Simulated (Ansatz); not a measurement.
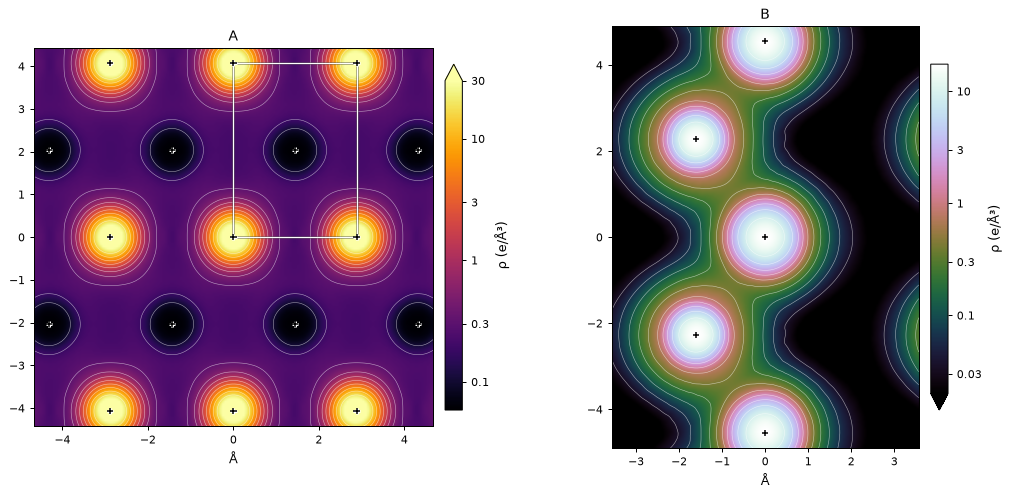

The valence pseudo-density of 2 systems, each on a plane through atoms (crosses mark nuclei in the plane).

The calculation used Kohn-Sham DFT of a periodic cell, LDA, Ansatz PAW in Ansatz.

System 1: HgTe, the (110) plane of the conventional cell. Space group F-43m.

```cif
data_structure
_symmetry_space_group_name_H-M 'P 1'
_symmetry_Int_Tables_number 1
_cell_length_a 6.4362
_cell_length_b 6.4362
_cell_length_c 6.4362
_cell_angle_alpha 90.000
_cell_angle_beta 90.000
_cell_angle_gamma 90.000
_cell_volume 266.62
loop_
_atom_site_label
_atom_site_type_symbol
_atom_site_fract_x
_atom_site_fract_y
_atom_site_fract_z
_atom_site_occupancy
Hg1 Hg 0.50000 0.50000 0.00000 1
Hg2 Hg 0.00000 0.50000 0.50000 1
Hg3 Hg 0.00000 0.00000 0.00000 1
Hg4 Hg 0.50000 0.00000 0.50000 1
Te1 Te 0.75000 0.75000 0.25000 1
Te2 Te 0.25000 0.75000 0.75000 1
Te3 Te 0.25000 0.25000 0.25000 1
Te4 Te 0.75000 0.25000 0.75000 1
```

System 2: AlNi, the (101̄) plane of the conventional cell. Space group Pm-3m; computed pressure about −9 GPa in this cell; the program warned that a starting moment wasn't kept; spin-polarised, but the moments vanished.

```
CELL_PARAMETERS angstrom
2.88100 0.00000 0.00000
0.00000 2.88100 0.00000
0.00000 0.00000 2.88100
ATOMIC_POSITIONS crystal
Ni 0.50000 0.50000 0.50000
Al 0.00000 0.00000 0.00000
```

Question: Which map belongs to which system?

Answer: Panel A is system 2, AlNi: the plane holds Ni and Al. Al–Ni (2.50 Å): ρ is about 0.3 e/Å³ halfway. Panel B is system 1, HgTe: the plane holds Hg and Te. Hg–Te (2.79 Å): the density is about 0.39 e/Å³ at the midpoint.
